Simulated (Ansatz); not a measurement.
**Be3Se4: density, localisation and related maps**

```
Be Se
1.0
     7.23343    0.00000    0.00000
     0.00000    6.86237    0.00000
     0.00000    0.00000    6.53160
Be Se
6 8
Direct
  0.00000 0.15052 0.54046
  0.74652 0.32649 0.99384
  0.25348 0.32649 0.99384
  0.50000 0.84948 0.04046
  0.24652 0.67351 0.49384
  0.75348 0.67351 0.49384
  0.00000 0.84928 0.43624
  0.83037 0.37514 0.34479
  0.16963 0.37514 0.34479
  0.50000 0.15072 0.93624
  0.66963 0.62486 0.84479
  0.33037 0.62486 0.84479
  0.50000 0.79126 0.36605
  0.00000 0.20874 0.86605
```

Space group Pmn2₁; a generated structure, not necessarily the stable one; changed on purpose from its base cell (volume × 1.06, shape and atoms relaxed).

Level of theory: Ansatz, DFT PBE, scalar-relativistic, plane waves, PAW.

The density is the valence pseudo-density of a PAW calculation; it isn't the true density close to the nuclei.

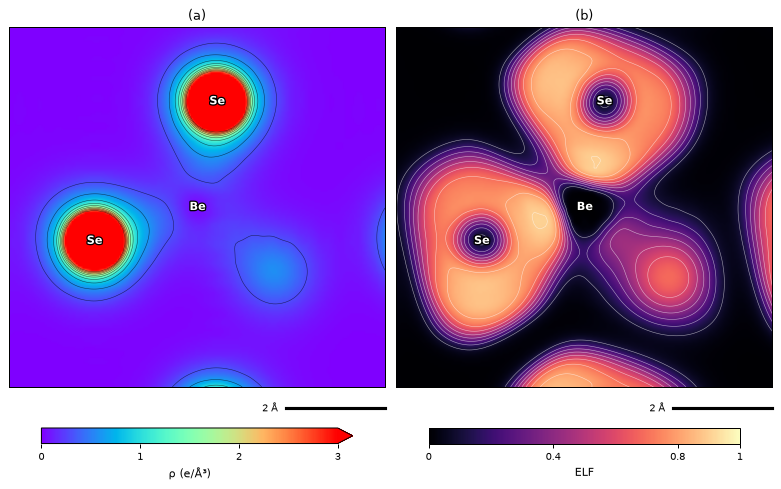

Figure 1. (a) valence electron density; (b) ELF on the (100) plane of the conventional cell.

### Interpret the plot.

- The plane passes through Be and Se nuclei.
- Be–Se (2.16 Å): ρ at the midpoint is about 0.65 e/Å³; the ELF peaks at about 0.90 between the atoms, as expected for a polar covalent bond.
- The density dies away to nearly zero in the voids.
- The ELF also peaks beside Se, away from the bonds: lone-pair regions.

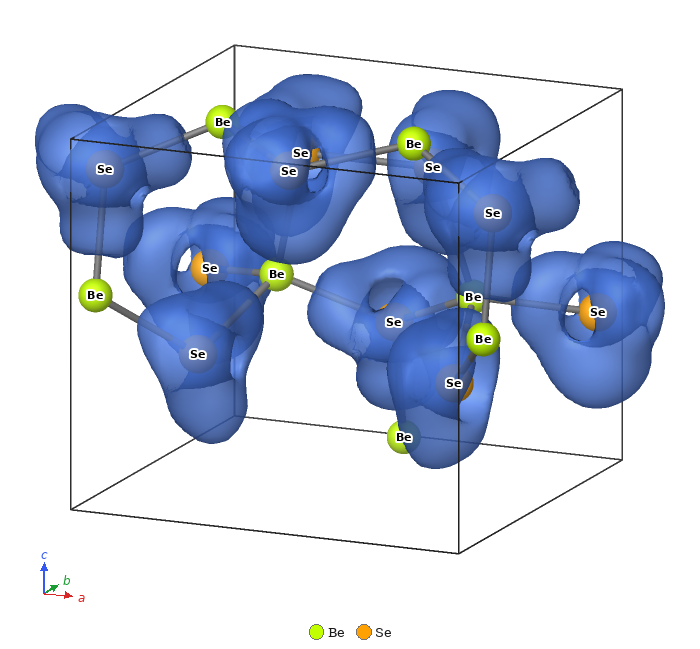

Figure 2. Isosurface of the electron localisation function at 0.75 (blue), seen slightly off an axis. Only the valence region is drawn (cores and ρ < 0.01 e/Å³ removed). Sticks mark near contacts.

### Identify the bonds, lone pairs and shells in this picture.

At this value the surface marks out eight regions wrapped around Se (the valence shell of each), counted in one cell of 14 atoms. Regions shared between cells count once. Profiles from the grid: Se–Se (2.45 Å): the ELF peaks at about 0.65 between the atoms.

### Does the calculation make it a metal, or give it a gap?

It is gapped, with a Kohn–Sham gap of 1.2 eV on the k-point mesh, an upper bound to the gap of this method.
